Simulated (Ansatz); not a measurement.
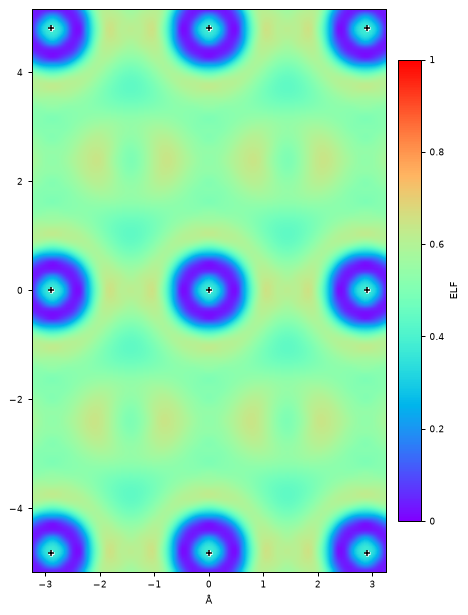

The electron localisation function on a plane through atoms (crosses mark nuclei in the plane).

These are results of Ansatz 0.2.0, DFT, RPBE, plane waves (420 eV) with PAW, scalar-relativistic, not measurements.

Candidates:
A. Al, a = 2.90 Å, b = 2.90 Å, c = 9.63 Å, α = 90.00°, β = 90.00°, γ = 120.00°. Space group P6₃/mmc; set up as Al, dhcp; a generated structure, not necessarily the stable one; changed on purpose from its base cell (volume × 1.04); computed pressure about −3 GPa in this cell.
B. Ni, a = 2.51 Å, b = 2.51 Å, c = 4.12 Å, α = 89.99°, β = 90.01°, γ = 120.00°. Space group P6₃/mmc; set up as Ni, beta-Sn type; a generated structure, not necessarily the stable one; spin-polarised.

Which candidate gave the map?

Candidate A: Al on the (100) plane of the conventional cell, which holds Al. Al–Al (2.90 Å): the ELF peaks at about 0.65 between the atoms.
